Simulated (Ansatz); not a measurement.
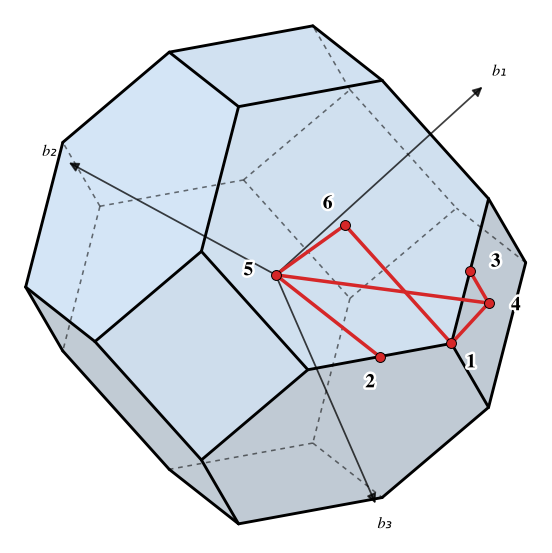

The first Brillouin zone of a face-centred cubic lattice (cF; extended symbol cF2) is drawn with its special points numbered. Crystal: AlAs, the geometry relaxed (final pressure about -1.2 GPa) with DFT, PAW plane waves, r2scan in Ansatz 0.2.0. Symmetry computed with spglib at a tolerance of 0.002 Å; standard conventional cell.

a = 5.709 Å, b = 5.709 Å, c = 5.709 Å, α = 90.00°, β = 90.00°, γ = 90.00°.

Labels and path follow the convention of Hinuma et al. (2017), as computed by seekpath; the arrows show the directions of the reciprocal primitive vectors b₁, b₂, b₃, in which coordinates are given.

Give the label and coordinates of each numbered point.

```csv
no.,label,coordinates
1,W,"(1/2, 1/4, 3/4)"
2,K,"(3/8, 3/8, 3/4)"
3,U,"(5/8, 1/4, 5/8)"
4,X,"(1/2, 0, 1/2)"
5,Γ,"(0, 0, 0)"
6,L,"(1/2, 1/2, 1/2)"
```
